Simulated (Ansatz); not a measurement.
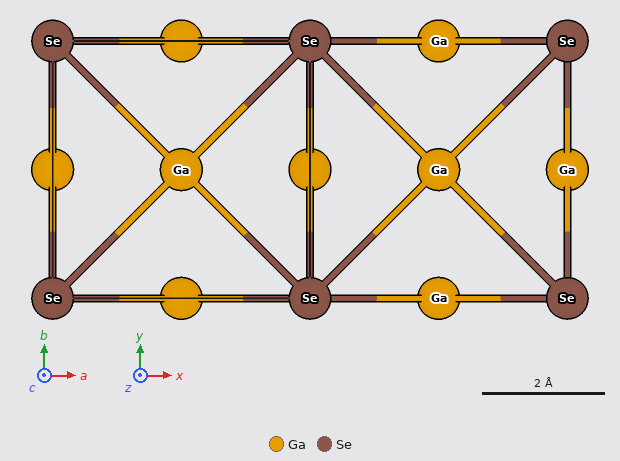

Energy scan for crystalline Ga₃Se (Pm-3m), in which the cell is strained in shear in the xy plane, with the atoms kept at their fractional coordinates. x, y and z are the Cartesian axes of the input. The picture shows the reference cell. A ball-and-stick model of the cell of the calculation, repeated 2 × 1 × 1 with one cell outlined, seen along the c axis.

Level of theory: Ansatz, DFT PBEsol+D3(BJ), scalar-relativistic, plane waves, PAW. Settings: plane-wave cutoff 420 eV; k-point mesh 12 × 12 × 12; occupations gaussian; smearing width 0.15 eV; no spin polarisation. Energies (free energies at the smearing named) are counted from the relaxed crystal.

Input file:
```yaml
crystal:
  lattice:
    - [4.2249181734, 0.0, 0.0]
    - [0.0, 4.2249181734, 0.0]
    - [0.0, 0.0, 4.2249181734]
  atoms:
    - { symbol: Ga, position: [0.0, 0.5, 0.5] }
    - { symbol: Ga, position: [0.5, 0.0, 0.5] }
    - { symbol: Ga, position: [0.5, 0.5, 0.0] }
    - { symbol: Se, position: [0.0, 0.0, 0.0] }
basis:
  ecutwfc: 420
kpoints:
  mp_grid: { grid: [12, 12, 12] }
hamiltonian:
  xc: pbesol
  dispersion: d3bj
scf:
  occupations: { method: gaussian, width: 0.15 }
output:
  forces: true
  stress: true
  eigenvalues: true
```

Launched with:
```bash
ansatz run input.yaml --threads 1 --pin off --max-ram 2560MiB --backend cpu --events-out ev --progress --plain --runs-dir out
```

> What energies does the calculation give (the strain: −0.0600, −0.0450, −0.0300, −0.0150, 0.0000, 0.0150, 0.0300, 0.0375, 0.0450, 0.0525, 0.0600)?

```
engineering shear strain  E − E(ref) (meV/atom)
                 −0.0600                   1.41
                 −0.0450                   0.48
                 −0.0300                   0.05
                 −0.0150                  −0.02
                  0.0000                   0.00
                  0.0150                  −0.02
                  0.0300                   0.05
                  0.0375                   0.21
                  0.0450                   0.48
                  0.0525                   0.88
                  0.0600                   1.41
```

Points that are alike by symmetry were computed once.

Of the computed points the lowest is at the strain −0.015 (by symmetry) and 0.015, −0.02 meV/atom. The distortion takes the space group from Pm-3m to Cmmm. At the strain −0.06 the cell of the drawing goes a 4.225 → 4.227 Å, b 4.225 → 4.227 Å, γ 90.0° → 93.4°.

As a plot (hollow markers are points alike by symmetry):

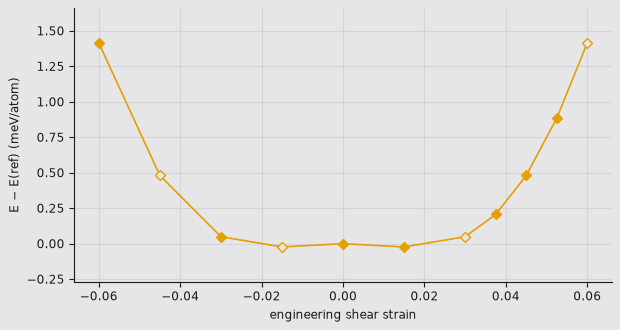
